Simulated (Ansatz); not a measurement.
Geometry relaxation of SnO2 (part 3 of 3)

The same run, continued: SnO2 (P4₂/mnm, 6 atoms in the cell); DFT r2SCAN, scalar-relativistic, plane waves, PAW, no spin polarisation (Ansatz 0.2.0); cutoff 500 eV, 6×6×10 k-mesh, Gaussian smearing of 0.05 eV. It belongs to a series of runs on one base structure; here: elastic constants, atoms relaxed.

Geometry of the input (Å; fractional positions):
```
4.7602  0.0000  0.0000
0.0000  4.7602  0.0000
0.0000  0.0000  3.2008
Sn 0.0000  0.0000  0.0000
Sn 0.5000  0.5000  0.5000
O  0.3059  0.3059  0.0000
O  0.8059  0.1941  0.5000
O  0.1941  0.8059  0.5000
O  0.6941  0.6941  0.0000
```

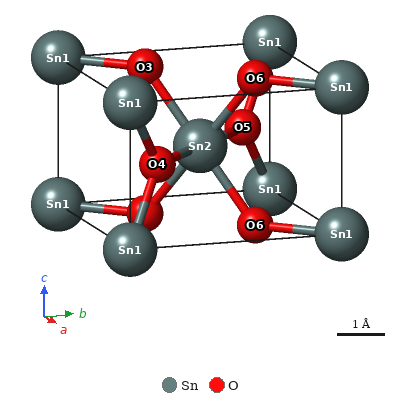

*The geometry at step 3 of the log (ball-and-stick view of the cell of the calculation, seen slightly off an axis; atoms are numbered from 1 in the order of the input).*

**Trajectory as extended XYZ, continued**
```
6
Lattice="4.7602 0.0000 0.0000 0.0000 4.7602 0.0000 0.0000 0.0000 3.2008" Properties=species:S:1:pos:R:3:forces:R:3 step=3 energy=-14352.42773
Sn    0.0000    0.0000    0.0000    0.0000   0.0000   0.0000
Sn    2.3849    2.3801    1.6004    0.0000   0.0000   0.0000
O     1.4605    1.4551    0.0000    0.0000   0.0000   0.0000
O     3.8454    0.9250    1.6004    0.0000   0.0000   0.0000
O     0.9244    3.8352    1.6004    0.0000   0.0000   0.0000
O     3.3092    3.3052    0.0000    0.0000   0.0000   0.0000
6
Lattice="4.7602 0.0000 0.0000 0.0000 4.7602 0.0000 0.0000 0.0000 3.2008" Properties=species:S:1:pos:R:3:forces:R:3 step=1 energy=-14352.42760
Sn    0.0000    0.0000    0.0000    0.0000   0.0000   0.0000
Sn    2.3801    2.3801    1.5972    0.0000   0.0000   0.0000
O     1.4562    1.4562    0.0000   -0.0094  -0.0094   0.0000
O     3.8363    0.9239    1.5972   -0.0094   0.0094   0.0000
O     0.9239    3.8363    1.5972    0.0094  -0.0094   0.0000
O     3.3040    3.3040    0.0000    0.0094   0.0094   0.0000
6
Lattice="4.7602 0.0000 0.0000 0.0000 4.7602 0.0000 0.0000 0.0000 3.2008" Properties=species:S:1:pos:R:3:forces:R:3 step=2 energy=-14352.42761
Sn    0.0000    0.0000    0.0000    0.0000   0.0000   0.0000
Sn    2.3801    2.3801    1.5972    0.0000   0.0000   0.0000
O     1.4558    1.4558    0.0000    0.0001   0.0001   0.0000
O     3.8359    0.9243    1.5972    0.0001  -0.0001   0.0000
O     0.9243    3.8359    1.5972   -0.0001   0.0001   0.0000
O     3.3044    3.3044    0.0000   -0.0001  -0.0001   0.0000
6
Lattice="4.7602 0.0000 0.0000 0.0000 4.7602 0.0000 0.0000 0.0000 3.2008" Properties=species:S:1:pos:R:3:forces:R:3 step=3 energy=-14352.42761
Sn    0.0000    0.0000    0.0000    0.0000   0.0000   0.0000
Sn    2.3801    2.3801    1.5972    0.0000   0.0000   0.0000
O     1.4558    1.4558    0.0000    0.0000   0.0000   0.0000
O     3.8359    0.9243    1.5972    0.0000   0.0000   0.0000
O     0.9243    3.8359    1.5972    0.0000   0.0000   0.0000
O     3.3044    3.3044    0.0000    0.0000   0.0000   0.0000
6
Lattice="4.7602 0.0000 0.0000 0.0000 4.7602 0.0000 0.0000 0.0000 3.2008" Properties=species:S:1:pos:R:3:forces:R:3 step=1 energy=-14352.42756
Sn    0.0000    0.0000    0.0000    0.0000   0.0000   0.0000
Sn    2.3801    2.3801    1.6036    0.0000   0.0000   0.0000
O     1.4562    1.4562    0.0000    0.0091   0.0091   0.0000
O     3.8363    0.9239    1.6036    0.0091  -0.0091   0.0000
O     0.9239    3.8363    1.6036   -0.0091   0.0091   0.0000
O     3.3040    3.3040    0.0000   -0.0091  -0.0091   0.0000
6
Lattice="4.7602 0.0000 0.0000 0.0000 4.7602 0.0000 0.0000 0.0000 3.2008" Properties=species:S:1:pos:R:3:forces:R:3 step=2 energy=-14352.42757
Sn    0.0000    0.0000    0.0000    0.0000   0.0000   0.0000
Sn    2.3801    2.3801    1.6036    0.0000   0.0000   0.0000
O     1.4566    1.4566    0.0000    0.0001   0.0001   0.0000
O     3.8367    0.9235    1.6036    0.0001  -0.0001   0.0000
O     0.9235    3.8367    1.6036   -0.0001   0.0001   0.0000
O     3.3036    3.3036    0.0000   -0.0001  -0.0001   0.0000
6
Lattice="4.7602 0.0000 0.0000 0.0000 4.7602 0.0000 0.0000 0.0000 3.2008" Properties=species:S:1:pos:R:3:forces:R:3 step=3 energy=-14352.42757
Sn    0.0000    0.0000    0.0000    0.0000   0.0000   0.0000
Sn    2.3801    2.3801    1.6036    0.0000   0.0000   0.0000
O     1.4566    1.4566    0.0000    0.0000   0.0000   0.0000
O     3.8367    0.9235    1.6036    0.0000   0.0000   0.0000
O     0.9235    3.8367    1.6036    0.0000   0.0000   0.0000
O     3.3036    3.3036    0.0000    0.0000   0.0000   0.0000
6
Lattice="4.7602 0.0000 0.0000 0.0000 4.7602 0.0000 0.0000 0.0000 3.2008" Properties=species:S:1:pos:R:3:forces:R:3 step=1 energy=-14352.42788
Sn    0.0000    0.0000    0.0000    0.0000   0.0000   0.0000
Sn    2.3801    2.3785    1.5980    0.0000   0.0000   0.0000
O     1.4562    1.4562   -0.0015    0.0000   0.0000  -0.0101
O     3.8363    0.9223    1.5995    0.0000   0.0000   0.0101
O     0.9239    3.8347    1.5966    0.0000   0.0000  -0.0101
O     3.3040    3.3040   -0.0033    0.0000   0.0000   0.0101
6
Lattice="4.7602 0.0000 0.0000 0.0000 4.7602 0.0000 0.0000 0.0000 3.2008" Properties=species:S:1:pos:R:3:forces:R:3 step=2 energy=-14352.42790
Sn    0.0000    0.0000    0.0000    0.0000   0.0000   0.0000
Sn    2.3801    2.3785    1.5980    0.0000   0.0000   0.0000
O     1.4562    1.4562   -0.0021    0.0000   0.0000  -0.0021
O     3.8363    0.9223    1.6001    0.0000   0.0000   0.0021
O     0.9239    3.8347    1.5959    0.0000   0.0000  -0.0021
O     3.3040    3.3040   -0.0027    0.0000   0.0000   0.0021
6
Lattice="4.7602 0.0000 0.0000 0.0000 4.7602 0.0000 0.0000 0.0000 3.2008" Properties=species:S:1:pos:R:3:forces:R:3 step=3 energy=-14352.42790
Sn    0.0000    0.0000    0.0000    0.0000   0.0000   0.0000
Sn    2.3801    2.3785    1.5980    0.0000   0.0000   0.0000
O     1.4562    1.4562   -0.0022    0.0000   0.0000   0.0000
O     3.8363    0.9223    1.6003    0.0000   0.0000   0.0000
O     0.9239    3.8347    1.5958    0.0000   0.0000   0.0000
O     3.3040    3.3040   -0.0025    0.0000   0.0000   0.0000
6
Lattice="4.7602 0.0000 0.0000 0.0000 4.7602 0.0000 0.0000 0.0000 3.2008" Properties=species:S:1:pos:R:3:forces:R:3 step=1 energy=-14352.42788
Sn    0.0000    0.0000    0.0000    0.0000   0.0000   0.0000
Sn    2.3801    2.3817    1.6028    0.0000   0.0000   0.0000
O     1.4562    1.4562    0.0015    0.0000   0.0000   0.0101
O     3.8363    0.9255    1.6013    0.0000   0.0000  -0.0101
O     0.9239    3.8379    1.6042    0.0000   0.0000   0.0101
O     3.3040    3.3040    0.0033    0.0000   0.0000  -0.0101
6
Lattice="4.7602 0.0000 0.0000 0.0000 4.7602 0.0000 0.0000 0.0000 3.2008" Properties=species:S:1:pos:R:3:forces:R:3 step=2 energy=-14352.42790
Sn    0.0000    0.0000    0.0000    0.0000   0.0000   0.0000
Sn    2.3801    2.3817    1.6028    0.0000   0.0000   0.0000
O     1.4562    1.4562    0.0022    0.0001   0.0000   0.0000
O     3.8363    0.9255    1.6005    0.0001   0.0000   0.0000
O     0.9239    3.8379    1.6050   -0.0001   0.0000   0.0000
O     3.3040    3.3040    0.0025   -0.0001   0.0000   0.0000
6
Lattice="4.7602 0.0000 0.0000 0.0000 4.7602 0.0000 0.0000 0.0000 3.2008" Properties=species:S:1:pos:R:3:forces:R:3 step=3 energy=-14352.42790
Sn    0.0000    0.0000    0.0000    0.0000   0.0000   0.0000
Sn    2.3801    2.3817    1.6028    0.0000   0.0000   0.0000
O     1.4562    1.4562    0.0022    0.0000   0.0000   0.0000
O     3.8363    0.9255    1.6005    0.0000   0.0000   0.0000
O     0.9239    3.8379    1.6050    0.0000   0.0000   0.0000
O     3.3040    3.3040    0.0025    0.0000   0.0000   0.0000
6
Lattice="4.7602 0.0000 0.0000 0.0000 4.7602 0.0000 0.0000 0.0000 3.2008" Properties=species:S:1:pos:R:3:forces:R:3 step=1 energy=-14352.42780
Sn    0.0000    0.0000    0.0000    0.0000   0.0000   0.0000
Sn    2.3777    2.3777    1.6004    0.0000   0.0000   0.0000
O     1.4548    1.4548    0.0000    0.0044   0.0044   0.0000
O     3.8354    0.9201    1.6004   -0.0042   0.0042   0.0000
O     0.9201    3.8354    1.6004    0.0042  -0.0042   0.0000
O     3.3007    3.3007    0.0000   -0.0044  -0.0044   0.0000
6
Lattice="4.7602 0.0000 0.0000 0.0000 4.7602 0.0000 0.0000 0.0000 3.2008" Properties=species:S:1:pos:R:3:forces:R:3 step=2 energy=-14352.42780
Sn    0.0000    0.0000    0.0000    0.0000   0.0000   0.0000
Sn    2.3777    2.3777    1.6004    0.0000   0.0000   0.0000
O     1.4549    1.4549    0.0000   -0.0021  -0.0021   0.0000
O     3.8352    0.9203    1.6004    0.0020  -0.0020   0.0000
O     0.9203    3.8352    1.6004   -0.0020   0.0020   0.0000
O     3.3005    3.3005    0.0000    0.0021   0.0021   0.0000
6
Lattice="4.7602 0.0000 0.0000 0.0000 4.7602 0.0000 0.0000 0.0000 3.2008" Properties=species:S:1:pos:R:3:forces:R:3 step=3 energy=-14352.42780
Sn    0.0000    0.0000    0.0000    0.0000   0.0000   0.0000
Sn    2.3777    2.3777    1.6004    0.0000   0.0000   0.0000
O     1.4549    1.4549    0.0000    0.0000   0.0000   0.0000
O     3.8353    0.9202    1.6004    0.0000   0.0000   0.0000
O     0.9202    3.8353    1.6004    0.0000   0.0000   0.0000
O     3.3006    3.3006    0.0000    0.0000   0.0000   0.0000
6
Lattice="4.7602 0.0000 0.0000 0.0000 4.7602 0.0000 0.0000 0.0000 3.2008" Properties=species:S:1:pos:R:3:forces:R:3 step=1 energy=-14352.42780
Sn    0.0000    0.0000    0.0000    0.0000   0.0000   0.0000
Sn    2.3825    2.3825    1.6004    0.0000   0.0000   0.0000
O     1.4577    1.4577    0.0000   -0.0042  -0.0042   0.0000
O     3.8373    0.9277    1.6004    0.0044  -0.0044   0.0000
O     0.9277    3.8373    1.6004   -0.0044   0.0044   0.0000
O     3.3073    3.3073    0.0000    0.0042   0.0042   0.0000
6
Lattice="4.7602 0.0000 0.0000 0.0000 4.7602 0.0000 0.0000 0.0000 3.2008" Properties=species:S:1:pos:R:3:forces:R:3 step=2 energy=-14352.42780
Sn    0.0000    0.0000    0.0000    0.0000   0.0000   0.0000
Sn    2.3825    2.3825    1.6004    0.0000   0.0000   0.0000
O     1.4575    1.4575    0.0000    0.0000   0.0000   0.0000
O     3.8374    0.9276    1.6004   -0.0001   0.0001   0.0000
O     0.9276    3.8374    1.6004    0.0001  -0.0001   0.0000
O     3.3075    3.3075    0.0000    0.0000   0.0000   0.0000
6
Lattice="4.7602 0.0000 0.0000 0.0000 4.7602 0.0000 0.0000 0.0000 3.2008" Properties=species:S:1:pos:R:3:forces:R:3 step=3 energy=-14352.42780
Sn    0.0000    0.0000    0.0000    0.0000   0.0000   0.0000
Sn    2.3825    2.3825    1.6004    0.0000   0.0000   0.0000
O     1.4575    1.4575    0.0000    0.0000   0.0000   0.0000
O     3.8374    0.9276    1.6004    0.0000   0.0000   0.0000
O     0.9276    3.8374    1.6004    0.0000   0.0000   0.0000
O     3.3075    3.3075    0.0000    0.0000   0.0000   0.0000
```

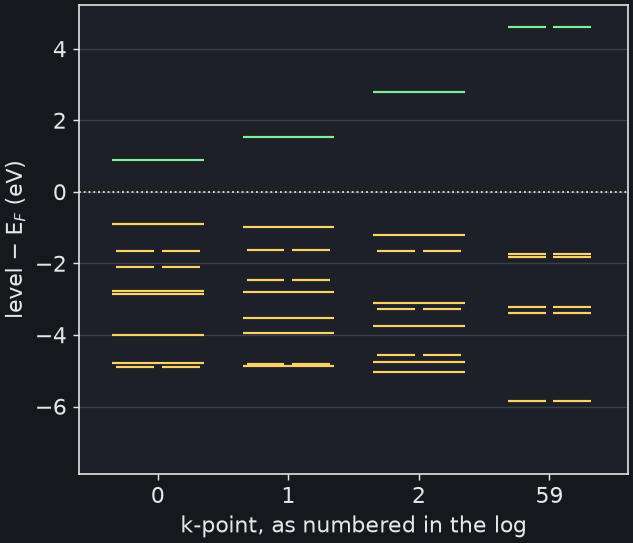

*Kohn–Sham levels near the Fermi level (dotted) at the few k-points that the log prints; levels within 0.02 eV of each other stand side by side.*

Among these points the highest filled and lowest empty levels are 1.77 eV apart, which is the gap on the mesh.

**Key numbers**

```json
{"quantity": "outcome", "value": "converged"}
{"quantity": "space group (tolerance 0.01 Å)", "value": "P4₂/mnm (136)"}
{"quantity": "electrons treated", "value": "52"}
{"quantity": "free energy", "value": "−14352.4280 eV"}
{"quantity": "Fermi energy", "value": "9.762 eV"}
{"quantity": "gap on the k-point mesh", "value": "1.77 eV"}
{"quantity": "pressure", "value": "−0.03 GPa"}
{"quantity": "final volume", "value": "72.53 Å³"}
{"quantity": "bulk modulus (Hill)", "value": "207.2 GPa"}
{"quantity": "shear modulus (Hill)", "value": "98.3 GPa"}
{"quantity": "largest force (length of the vector) at the end", "value": "under 0.001 eV/Å"}
{"quantity": "final cell", "value": "a = 4.760 Å, b = 4.760 Å, c = 3.201 Å, α = 90.00°, β = 90.00°, γ = 90.00°"}
{"quantity": "elastic stability", "value": "stable"}
{"quantity": "hardware", "value": "4 threads of Intel Xeon (Sapphire Rapids), 32 GiB of memory available, shared host"}
{"quantity": "wall time", "value": "2.3 min (CPU time 8.5 min)"}
{"quantity": "peak memory", "value": "0.85 GiB"}
```
